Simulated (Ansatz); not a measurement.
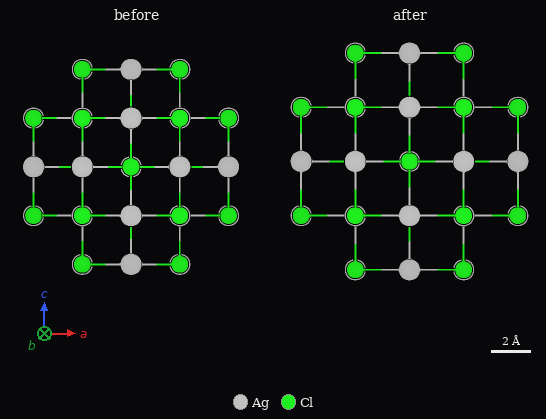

The structure of solid AgCl (built on the rocksalt type) before (left) and after (right) a relaxation, at one scale.

Style: ball-and-stick. Shown: the conventional cell (4 times the calculation's cell), along the b axis. Lengths and directions refer to the drawn axes.

The calculation used DFT, PBE, plane waves, PAW in Ansatz 0.2.0.

Input file:
```yaml
crystal:
  lattice:
    - [0.0, 2.524451, 2.524451]
    - [2.524451, 0.0, 2.524451]
    - [2.524451, 2.524451, 0.0]
  atoms:
    - { symbol: Ag, position: [0.0, 0.0, 0.0] }
    - { symbol: Cl, position: [0.5, 0.5, 0.5] }
kpoints:
  mp_grid: { grid: [8, 8, 8] }
hamiltonian:
  xc: pbe
scf:
  occupations: { method: fermi_dirac, width: 0.02 }
relax:
  f_tol: 0.005
  cell: {}
```

Run as
```bash
ansatz run input.yaml --threads 2 --pin off --max-ram 2211MiB --backend cpu --events-out ev --progress --plain --runs-dir out
```

Q: What changed between the two?

A: The energy falls by 412 meV per atom in 6 accepted moves (8 points after the start). All forces vanish by symmetry, so only the cell relaxes. Pressure: 30.53 GPa at the start and 0.00 GPa at the end. The SCF was repeated twice at an unchanged geometry on a basis and grid sized afresh for the cell, which shifted the energy by 4.0 meV per atom at most. The atoms keep their places relative to the cell (all moves are under 0.005 Å). Cell: a = b = c 5.049 → 5.611 Å (+11.1 %). Volume +37.3 %. Near-neighbour distances that change, for instance: Ag1–Cl2 2.524 → 2.806 Å. The space group stays Fm-3m (No. 225). Cost: 5.3 s on 2 threads of AMD EPYC 7R43 64-Core Processor (Zen 3) (shared host), peak memory 0.37 GiB.
